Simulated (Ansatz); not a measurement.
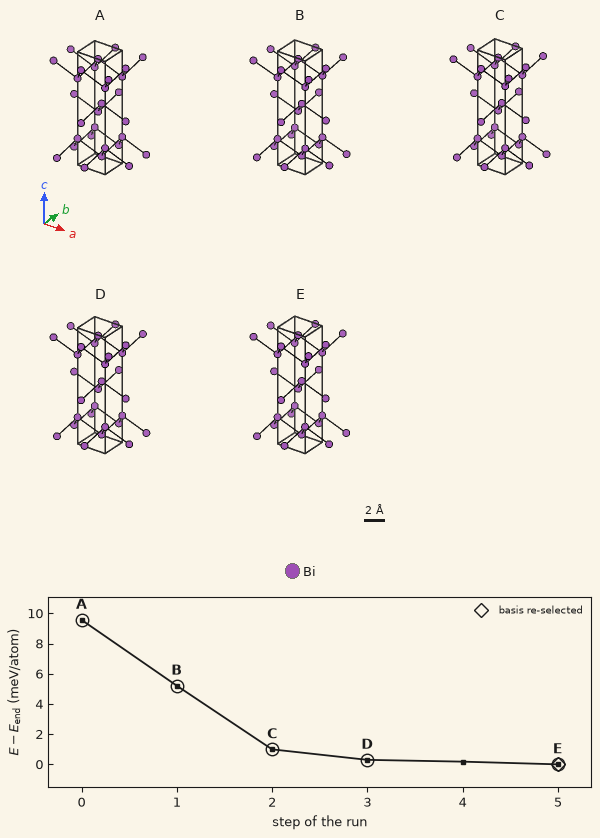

Frames of a relaxation of a crystal of Bi (set up in R-3m), marked on the history of the run. The picture is a ball-and-stick view of the conventional cell (3 times the calculation's cell), seen slightly off an axis. Lengths and directions refer to the drawn axes.

The run lets cell and atoms move.

Theory: Kohn-Sham DFT of a periodic cell, PBE0, Ansatz PAW (Ansatz).

Input file:
```yaml
crystal:
  lattice:
    - [2.2675, 1.3091417354, 3.938]
    - [-2.2675, 1.3091417354, 3.938]
    - [0.0, -2.6182834708, 3.938]
  atoms:
    - { symbol: Bi, position: [0.766, 0.766, 0.766] }
    - { symbol: Bi, position: [0.234, 0.234, 0.234] }
hamiltonian:
  xc: pbe0
  pseudopotentials: { kind: paw }
kpoints:
  mp_grid: { grid: [4, 4, 4] }
scf:
  occupations: { method: fermi_dirac, width: 0.05 }
output:
  forces: true
  stress: true
  eigenvalues: true
  write_density: true
  write_potential: true
  elf: true
  volumetric_format: npy
relax:
  f_tol: 0.01
  max_steps: 40
  cell: { stress_tol: 0.05 }
```

Q: Describe the path.

A: The largest moves relative to the cell, 0.048 Å, are those of Bi atoms. Cell: a = b 4.535 → 4.534 Å (0.0 %), c 11.814 → 12.187 Å (+3.2 %). Volume +3.1 %. Some distances before and after: Bi–Bi 3.064 → 3.040 Å. The space group stays R-3m (No. 166). Over 4 accepted moves (5 points after the start) the energy falls by 9.6 meV per atom. Largest force component: 0.33 eV/Å at the start, 0.0016 eV/Å at the end. Pressure: 0.27 GPa at the start and 0.02 GPa at the end. The SCF was repeated once at an unchanged geometry on a basis and grid sized afresh for the cell, which shifted the energy by 0.2 meV per atom at most. From step 0 to 1: Bi atoms move most (0.06 Å), volume +1.6 %, energy −4.4 meV per atom. From step 1 to 2: Bi atoms move most (0.02 Å), volume +0.7 %, energy −4.2 meV per atom. From step 2 to 3: volume +0.7 %, energy −0.7 meV per atom. From step 3 to 5: energy −0.3 meV per atom.
